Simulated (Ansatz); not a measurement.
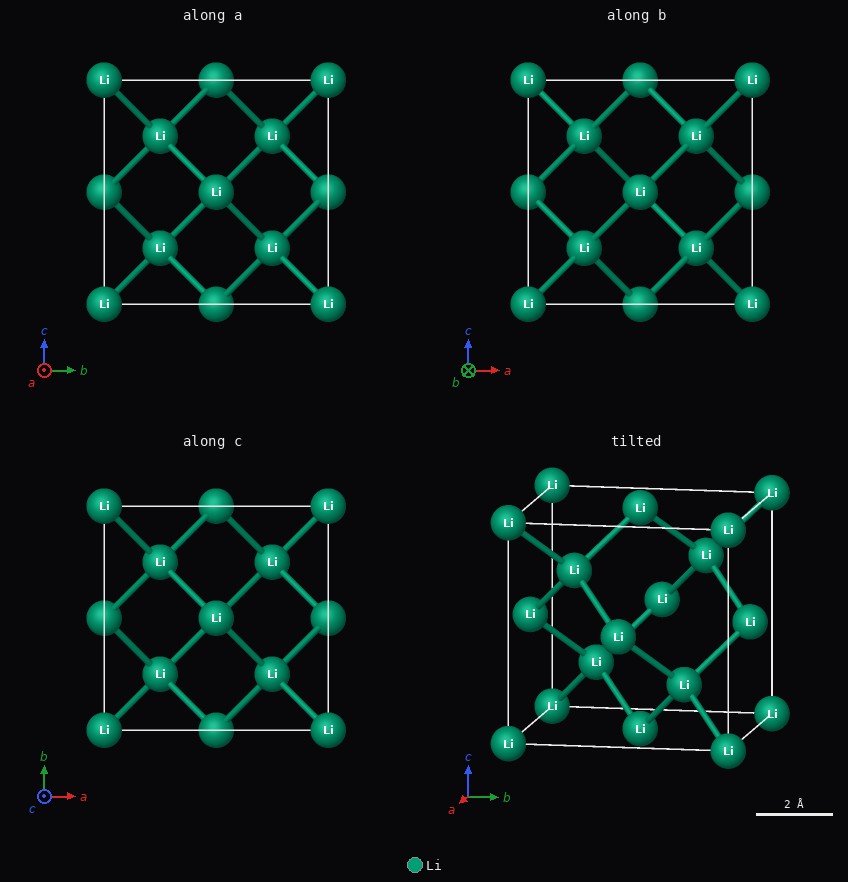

Figure: ball-and-stick view along the a axis, along the b axis, along the c axis and slightly off an axis. The conventional unit cell is drawn as a box.

Lattice parameters: a = 5.910 Å, b = 5.910 Å, c = 5.910 Å, α = 90.00°, β = 90.00°, γ = 90.00°.

Question: Write down what is shown as a table of Wyckoff sites.

Answer: Space group Fd-3m:1 (No. 227).
```csv
atom,site,x,y,z
Li,8a,0.2500,0.7500,0.7500
```

The model was built from a structure type filled with this element by a generator (whether the element takes this form wasn't checked). A relaxation with DFT, PBE, plane waves (420 eV) with PAW, scalar-relativistic in Ansatz gave the geometry drawn.
